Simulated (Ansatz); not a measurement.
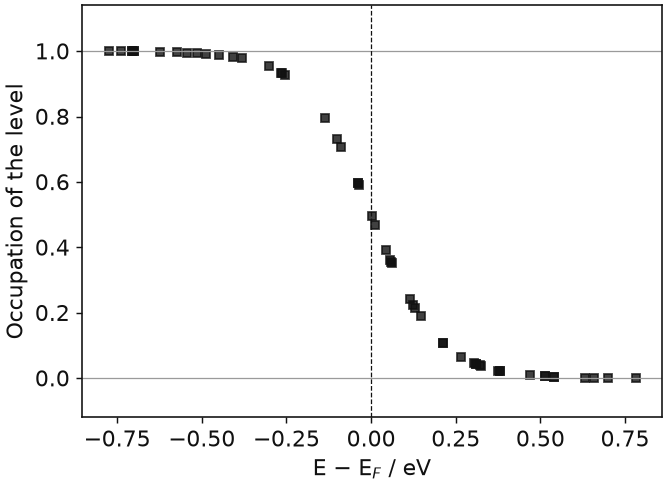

Occupations of the one-electron levels of the k mesh against their energy, from a run on IrO₂, space group P4_2/mnm (No. 136), 6 atoms in the cell, with Ansatz.

### Which smearing scheme was used (Fermi-Dirac, Gaussian, Methfessel-Paxton or cold), and about what width?

Fermi-Dirac smearing with a width of 0.1 eV. The occupations stay between 0 and 1 and have long exponential tails; the slope at the Fermi level is 1/(4 × width).
